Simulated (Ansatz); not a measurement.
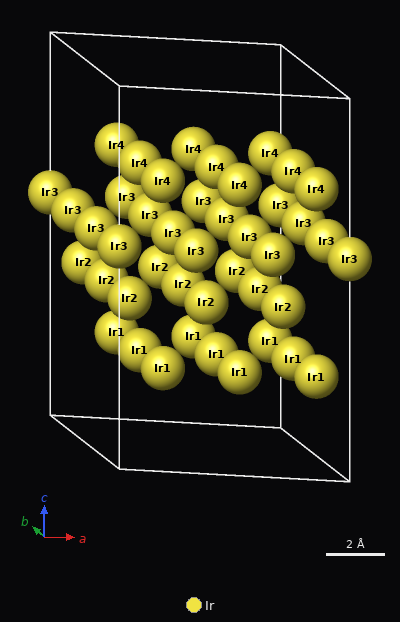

**Figure 1.** The structure (spheres-only view of the 3 × 3 repeat of the cell, with the vacuum cut short, seen slightly off an axis; atoms are numbered from 1 in the order of the input). An atom can appear more than once, as a periodic image.

## Ir: single-point calculation

The run: single-point calculation of Ir (slab, 4 atoms in the cell). Method and program: DFT PBE, scalar-relativistic, plane waves, PAW, no spin polarisation (Ansatz 0.2.0).

The structure derives from an entry of the Crystallography Open Database. It belongs to a series of runs on one base structure; here: repeats removed: 1. Figures and captions count atoms from 1; the log counts them from 0 in places.

Input:
```yaml
crystal:
  lattice:
    - [2.7369678024, 0.0, 0.0]
    - [-1.3684839012, 2.3702836462, 0.0]
    - [0.0, 0.0, 21.7041745583]
  atoms:
    - { symbol: Ir, position: [0.6666666667, 0.3333333333, 0.3455556432] }
    - { symbol: Ir, position: [0.3333333333, 0.6666666667, 0.4485185477] }
    - { symbol: Ir, position: [0.0, 0.0, 0.5514814523] }
    - { symbol: Ir, position: [0.6666666667, 0.3333333333, 0.6544443568] }
basis:
  ecutwfc: 420
kpoints:
  mp_grid: { grid: [15, 15, 1] }
hamiltonian:
  xc: pbe
scf:
  occupations: { method: gaussian, width: 0.1 }
output:
  forces: true
  stress: true
  eigenvalues: true
  write_density: true
  write_potential: true
  elf: true
  volumetric_format: npy
efield:
  axis: 3
  dipole_correction: true
  ramp_width: 0.04
```

Run on 1 thread of Intel Xeon (Sapphire Rapids), 192 GiB of memory available, shared host.

Launched with:
```bash
ansatz run input.yaml --threads 1 --pin off --max-ram 2560MiB --backend cpu --events-out ev --progress --plain --runs-dir out
```

Log:
```
Engine: ansatz 0.2.0, x86_64-unknown-linux-gnu
Pseudopotentials: kind: paw
Pseudopotential: Ir, paw, valence charge 17, recommended cutoff 420 eV (normal), Ir.paw.azcp
Functional definition: PBE
  parameter kappa = 0.804
  parameter beta = 0.06672455060314922
  exchange = pbe_x(kappa = kappa, mu = beta*pi^2/3)
  correlation = pbe_c(beta = beta)
Crystal: 4 atoms, lattice volume = 140.803 Å³
Basis set: ecut = 420 eV, 2767 PW (Γ), exchange–correlation on 40×40×300 points (8 copies of the dense FFT grid, shifted against one another)
Bands: 41, of which v1, the nominal top of the filled ones, is band 34 counted from 1 (33 counted from 0)
Symmetry: 6 space group operations
k-points: 27 of 225 (time reversal used)
Non-local potential: Ir, projectors of the file, l = 0: 3, l = 1: 2, l = 2: 2, l = 3: 1
PAW form: soft (Blöchl's): semilocal exchange-correlation on the pseudo side does not see the compensation charge
PAW one-centre angular grid: Ir, 590 points (default); XC on 64 Gauss nodes
Initial density: superposition of atomic densities (neutral atoms: chi_scale 0, normalization atom), corrected by the library's trained network
Initial wavefunctions: pseudopotential atomic-orbital guess
Functional: x = pbe(κ = 0.804, μ = 0.2195149727645171), c = pbe(β = 0.06672455060314922)
SCF iter   1: F=—  HF=-47739.406120 eV  |F-HF|=—  |Δ(HF+E_count)|=         —  Δρ=7.40e-3  dr2=4.77e-1  ethr=1.77e-3  p=0.000 e·Å  D=3.76e-13 V/Å  ΔV_dip=-0.00 eV  dr2_dipole=5.41e-6  V_vac-E_F(+/−)=5.20/5.20 eV  ⟨swp⟩=7.9  Hψ=4926  notcnv=0  defer=3
efield: sawtooth ramp at fractional position 0.9800 (placed from the atoms, in the widest stretch of the axis that holds none; the zero of the levels goes with the place), width 0.0400; the density the first Hamiltonian is built on has a dipole p = 0.000 e·Å; the dipole correction subtracts the counter field D = 3.76e-13 V/Å, which shifts the + side's vacuum level by -0.00 eV against the − side's; the planar-averaged density in the ramp window peaks in size at 4.0e-5 e/Å³
preconditioner: auto → LDOS  [metal: Δε(μ)=0.023 eV  Ē_g=6.099 eV  σ=0.100 eV  W_gap=0.13  n_scr=16 (ndim 8)  ℏωp=18.8 eV  f_vac=0.523  D(μ)=4.83/eV (n_scr^D=16)  β→1.0]
SCF iter   2: F=—  HF=-47739.400368 eV  |F-HF|=—  |Δ(HF+E_count)|=   5.75e-3  Δρ=2.40e-3  dr2=1.13e-2  ethr=7.01e-4  p=0.000 e·Å  D=6.12e-5 V/Å  ΔV_dip=-0.00 eV  dr2_dipole=1.39e-5  V_vac-E_F(+/−)=5.48/5.48 eV  ⟨swp⟩=1.5  Hψ=1346  notcnv=0  defer=13
SCF iter   3: F=—  HF=-47739.399043 eV  |F-HF|=—  |Δ(HF+E_count)|=   1.32e-3  Δρ=1.03e-3  dr2=1.89e-3  ethr=1.66e-5  p=0.000 e·Å  D=1.10e-5 V/Å  ΔV_dip=-0.00 eV  dr2_dipole=1.31e-8  V_vac-E_F(+/−)=5.50/5.50 eV  ⟨swp⟩=3.1  Hψ=2331  notcnv=0  defer=13
SCF iter   4: F=—  HF=-47739.398641 eV  |F-HF|=—  |Δ(HF+E_count)|=   4.02e-4  Δρ=1.98e-4  dr2=1.28e-4  ethr=2.77e-6  p=0.000 e·Å  D=1.88e-6 V/Å  ΔV_dip=-0.00 eV  dr2_dipole=8.45e-9  V_vac-E_F(+/−)=5.49/5.49 eV  ⟨swp⟩=2.0  Hψ=1623  notcnv=0  defer=13
SCF iter   5: F=—  HF=-47739.398615 eV  |F-HF|=—  |Δ(HF+E_count)|=   2.59e-5  Δρ=6.24e-5  dr2=9.56e-6  ethr=1.88e-7  p=0.000 e·Å  D=2.92e-6 V/Å  ΔV_dip=-0.00 eV  dr2_dipole=8.12e-9  V_vac-E_F(+/−)=5.49/5.49 eV  ⟨swp⟩=3.0  Hψ=2015  notcnv=0  defer=13
SCF iter   6: F=—  HF=-47739.398624 eV  |F-HF|=—  |Δ(HF+E_count)|=   9.23e-6  Δρ=2.36e-5  dr2=8.63e-7  ethr=1.41e-8  p=0.000 e·Å  D=1.73e-6 V/Å  ΔV_dip=-0.00 eV  dr2_dipole=2.49e-10  V_vac-E_F(+/−)=5.50/5.50 eV  ⟨swp⟩=2.1  Hψ=1640  notcnv=0  defer=13
SCF iter   7: F=—  HF=-47739.398625 eV  |F-HF|=—  |Δ(HF+E_count)|=   7.33e-7  Δρ=7.49e-6  dr2=1.13e-7  ethr=1.47e-10  p=-0.000 e·Å  D=-5.61e-7 V/Å  ΔV_dip=0.00 eV  dr2_dipole=7.06e-11  V_vac-E_F(+/−)=5.50/5.50 eV  ⟨swp⟩=18.3  Hψ=10160  notcnv=0
SCF iter   8: F=-47739.398625 eV  HF=-47739.398625 eV  |F-HF|=5.19e-8  |Δ(HF+E_count)|=   1.72e-7  Δρ=2.09e-6  dr2=8.75e-9  ethr=1.47e-10  p=0.000 e·Å  D=2.93e-7 V/Å  ΔV_dip=-0.00 eV  dr2_dipole=5.29e-12  V_vac-E_F(+/−)=5.50/5.50 eV  ⟨swp⟩=12.0  Hψ=8481  notcnv=0
SCF 1 converged in 8 iterations: F = -47739.398625 eV  dr2 = 8.75e-9
  greatest PAW one-centre occupation: 1.000 electrons in one spin orbital (limit 2), on the Ir atom at site 1 (counted from 0), in its partial waves of l = 0
WARN: The output density's exchange-correlation potential varies sharply where the density is thin. Do not read a vacuum level from v_tot or v_xc, or from such a field of the output density. On a cell that repeats whose density bears no net charge and no dipole along the vacuum's axis use v_es (v_loc + v_h of the components); under efield.dipole_correction with no amplitude use v_es + v_field, which holds any external_charges[].barrier, or the levels of the report's work_function block, which leave it out; under a non-zero efield.amplitude the vacuum is tilted and has no level; on a cell that repeats and bears such a dipole with no correction it is tilted too, and efield.dipole_correction with no amplitude gives each side of its ramp a level where efield: is served; in a cell that repeats whose density bears a net charge (total_charge, or a fill off its count) it is curved and has none; of a slab under crystal.periodic whose density bears no net charge use v_es, which has a level on each side, short of where the two are joined; of another it falls or rises all the way out and has none; of a slab beside external_charges read slab_vacuum_level instead, which it has where they leave it neutral. The grid or the basis barely resolves most such structure, and the values can differ between equally converged runs; as a rule a tighter scf.convergence.dr2_threshold does not remove it. Where the density itself ripples (under the LDA too) a higher basis.ecutwfc lessens it. The files hold the spikes' plane waves up to the density's cutoff. Files: v_tot_of_output_density and the like, and their columns of v_z.tsv (output.write_potential); v_xc_of_output_density and the like, and their columns of v_comp_z.tsv (output.write_potential_components). Measured: with its Gaussian average of σ = 0.25 Å subtracted twice, the exchange-correlation potential is over 0.1 eV at 12 of the grid points where the equally averaged density (valence and model cores) is under 1e-3 e/Å³, and 0.117 eV at the most among them, at an averaged density of 1.7e-8 e/Å³. The input density's (outcome.potential() and, of a run that writes arrays, v_tot and v_xc) is over 0.1 eV, so measured, at 226 points of its own thin density, 0.173 eV at the most. See output.write_potential in the manual, Limitations
SCF converged after 8 iterations
Free energy (F): -47739.398625 eV
Harris-Foulkes:  -47739.398625 eV  (|F-HF|=5.19e-8)
Internal energy: -47739.374854 eV  (E = F + TS)
E sigma→0 (E₀):  -47739.386739 eV
Entropy (-TS):   -0.023772 eV (-5.943 meV/atom)
Fermi energy:    7.056998 eV
Dipole field:    D = -0.000003 V/Å  (p = -0.000003 e·Å, saw-weighted, corrected)
Work function:   Φ+ = 5.4976 eV   Φ− = 5.4976 eV
Levels:          The Fermi level and band energies are counted from a zero that moves with the ramp; work functions are not
--- Per-component energies (eV) ---
  E_band       = -1576.929397
  E_kinetic    = 2482.128932
  E_local      = -87408.826488  (includes V_loc(G=0)·N_el)
  E_nonlocal   = 291.387855
  E_hartree    = 42589.551046
  E_xc         = -1067.007291
  E_vxc        = -1193.698991  (∫ρ·V_xc dr)
  E_paw        = -36893.182055  (= ΣΔE_a)
  E_vpaw       = -927.013032  (= ΣTr[D̂ρ^β])
  E_aug_tail   = 0.000221  (compensation charges beyond the density's cutoff)
  E_efield     = 0.000000  (sawtooth field / dipole correction)
  E_vefield    = 0.000000  (∫n·V_field dr)
  E_ewald      = 32266.572927
  E_smearing   = -0.023772  (= −TS)
  E_closure    = 0.000000  (closes the sum)
  Σ components = -47739.398625   (vs F -47739.398625, Δ=0.00e0)
--- Forces (eV/Å), atoms counted from 1 ---
  atom   1  Ir     0.00000000    -0.00000000     0.46703196
  atom   2  Ir    -0.00000000    -0.00000000    -0.06807957
  atom   3  Ir     0.00000000     0.00000000     0.06807467
  atom   4  Ir    -0.00000000     0.00000000    -0.46702340
  max |Σ_I F_I| component: 3.65e-6 eV/Å
--- Stress (GPa, compression-positive) ---
       -5.194594       0.000000      -0.000000
        0.000000      -5.194594       0.000000
       -0.000000       0.000000      -3.390155
  P = ⅓ Tr σ = -4.5931 GPa (-45.931 kbar)
--- Band table (eV; the first three rows and the last of 27) ---
  k-point 0: bands = ["-85.8101", "-85.7807", "-85.2195", "-85.2194", "-42.9212", "-42.5834", "-42.3947", "-42.3947", "-42.3436", "-42.3436", "-41.9671", "-41.9444", "-41.8394", "-41.8394", "-41.8392", "-41.8392", "-3.2138", "-1.7698", "-0.5422", "-0.5376", "3.1538", "3.2877", "3.3763", "3.3763", "3.5144", "3.5144", "4.1000", "4.1002", "4.1002", "4.2309", "4.2309", "5.8936", "5.8936", "6.2476", "6.2476", "6.3845", "7.1425", "7.1425", "7.2786", "7.7612", "7.7612"]
  k-point 1: bands = ["-85.8081", "-85.7793", "-85.2178", "-85.2178", "-42.9144", "-42.5859", "-42.4154", "-42.4015", "-42.3692", "-42.3486", "-41.9635", "-41.9435", "-41.8631", "-41.8626", "-41.8451", "-41.8450", "-3.0449", "-1.6039", "-0.3789", "-0.3639", "3.0361", "3.0908", "3.2559", "3.5110", "3.6198", "3.6373", "3.8971", "3.9889", "4.2163", "4.2769", "4.3587", "5.7395", "5.7785", "5.9095", "6.2825", "6.3262", "6.6289", "7.1416", "7.7090", "7.7725", "8.7134"]
  k-point 2: bands = ["-85.8025", "-85.7754", "-85.2131", "-85.2131", "-42.8951", "-42.6000", "-42.4685", "-42.4383", "-42.4208", "-42.3631", "-41.9552", "-41.9442", "-41.9297", "-41.9246", "-41.8613", "-41.8612", "-2.5624", "-1.1424", "0.0619", "0.1219", "2.6051", "2.8246", "2.9397", "3.6074", "3.7192", "3.8123", "3.8851", "3.9072", "4.1880", "4.5315", "4.7257", "5.3127", "5.4051", "5.6275", "5.8956", "6.2953", "6.8942", "7.1376", "7.8007", "8.5493", "9.9467"]
  k-point 26: bands = ["-85.7512", "-85.7512", "-85.1760", "-85.1760", "-42.8185", "-42.8181", "-42.8181", "-42.7147", "-42.5906", "-42.5906", "-42.2183", "-42.2183", "-42.1985", "-42.1985", "-41.9086", "-41.9069", "1.2301", "1.2301", "1.2590", "1.9207", "1.9207", "2.2281", "2.3055", "3.2777", "3.2777", "4.1651", "4.1651", "4.1987", "4.1987", "5.2484", "5.7481", "5.7481", "6.8631", "7.3164", "7.4442", "7.4442", "12.4879", "12.5775", "12.5775", "13.3625", "14.5292"]
```

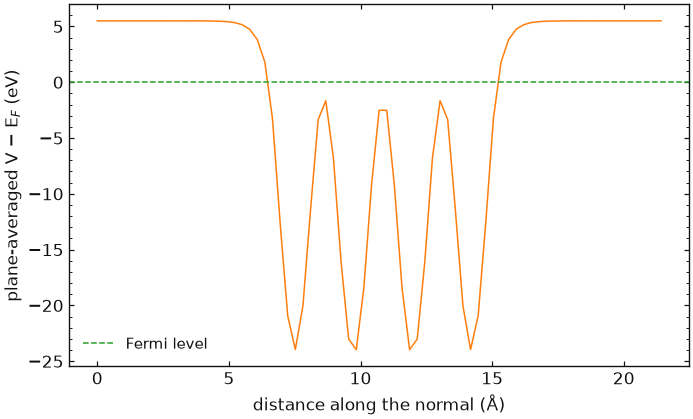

**Figure 2.** Plane average of the electrostatic potential energy of an electron across the cell, from the Fermi level. The vacuum level lies 5.50 eV above the Fermi level.

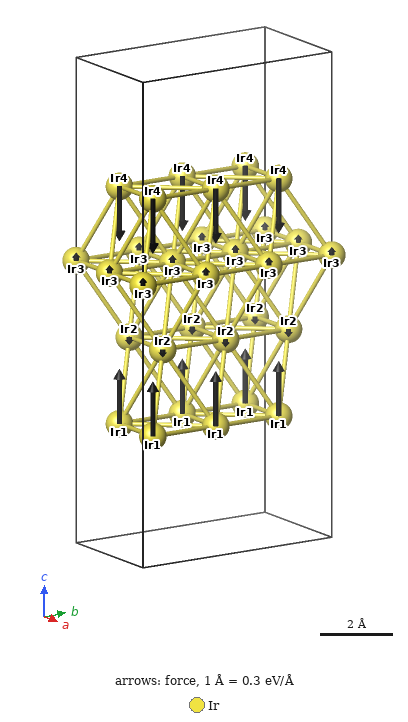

**Figure 3.** Forces on the atoms as black arrows (ball-and-stick view of the 2 × 3 repeat of the cell, with the vacuum cut short, seen slightly off an axis; atoms are numbered from 1 in the order of the input). The largest act on Ir1, Ir4 (0.47 eV/Å). The geometry is not a stationary point of this energy.

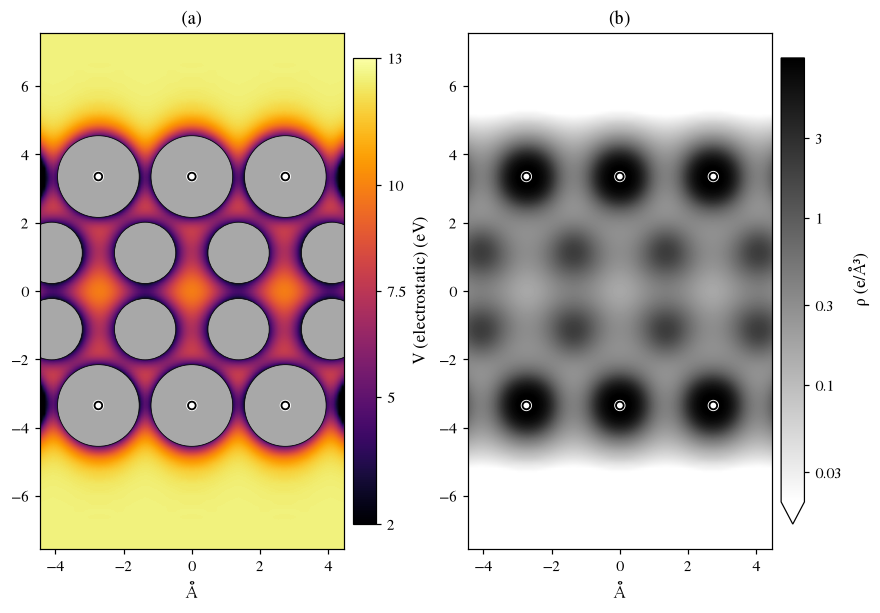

**Figure 4.** (a) electrostatic potential (local pseudopotential plus Hartree) felt by an electron; (b) valence pseudo-density on the (11̄0) plane of the calculation cell, a cut from vacuum to vacuum. Circles mark the nuclei in the plane (Ir). Grey discs, where drawn, cover atomic cores. Atoms in the plane: Ir. Ir–Ir (2.74 Å): ρ is about 0.43 e/Å³ halfway. The density dies away to nearly zero in the vacuum. The fields are those of the smooth PAW valence density.

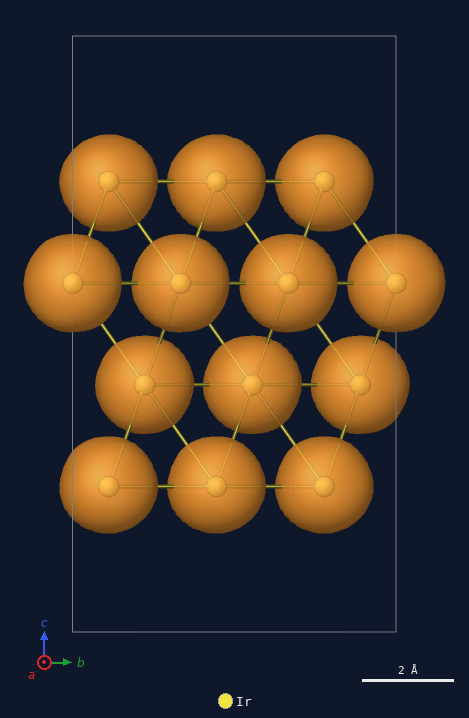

**Figure 5.** Isosurface of the valence charge density (pseudo) at 0.6 e/Å³ (orange), seen along the a axis. Sticks mark near contacts. At this value the density breaks into separate islands; it holds about 80 % of the electrons treated as valence (semicore included). It is pinched off along the Ir–Ir (2.74 Å) contacts. On the grid the lowest density along these lines, outside the cores, is 0.44 e/Å³ (Ir–Ir, 2.74 Å).

Key numbers:

| quantity | value |
| --- | --- |
| outcome | converged |
| electrons treated | 68 |
| free energy | −47739.3986 eV |
| work function, top face | 5.50 eV |
| work function, bottom face | 5.50 eV |
| Fermi energy | 7.057 eV |
| gap on the k-point mesh | none (metallic) |
| work function (upper face) | 5.50 eV |
| largest force (length of the vector) | 0.467 eV/Å |
| wall time | 21 s |
| peak memory | 0.46 GiB |

Notes:

Warnings of the run: the exchange-correlation potential is rough where the density is thin. Spin–orbit coupling is left out, which matters for Ir.
